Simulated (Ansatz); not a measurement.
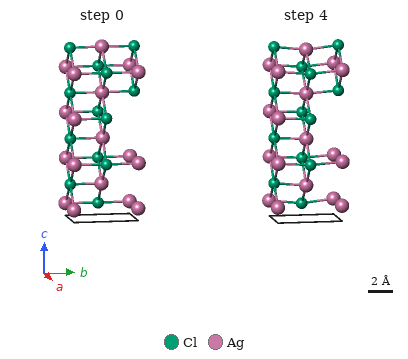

The structure of a slab of composition Cl8Ag8 before (left) and after (right) a relaxation, at one scale.

Style: ball-and-stick. Shown: the cell of the calculation, outlined in the plane, without the vacuum (origin shifted), slightly off an axis.

All numbers below come from DFT, PBEsol, PAW, plane waves (Ansatz). Settings: plane-wave cutoff 420 eV; k-point mesh 6 × 4 × 1; no spin polarisation; atoms relaxed in a fixed cell; force threshold 0.03 eV/Å; at most 80 steps.

What changed between the two?

After 4 geometry steps the energy has fallen by 0.126 eV per cell of the calculation. The largest force component goes from 0.29 to 0.012 eV/Å. The largest move relative to the layer's centre is that of an Ag atom, 0.26 Å along the normal (−c). By element the largest moves are Ag 0.26 Å, Cl 0.09 Å. The cell doesn't change. Among the contacts that change: Ag–Cl 2.737 → 2.606 Å, Ag–Cl 2.762 → 2.642 Å, Ag–Cl 2.684 → 2.788 Å, Ag–Cl 2.706 → 2.607 Å. Bond angles that change, for instance: Ag–Cl–Ag 178.6° → 167.1°, Cl–Ag–Cl 178.6° → 167.1°, Cl–Ag–Cl 179.9° → 169.4°. Cost: 4.2 s on 1 × NVIDIA GB200 with 8 threads of Arm Neoverse-V2, peak memory 1.9 GiB.
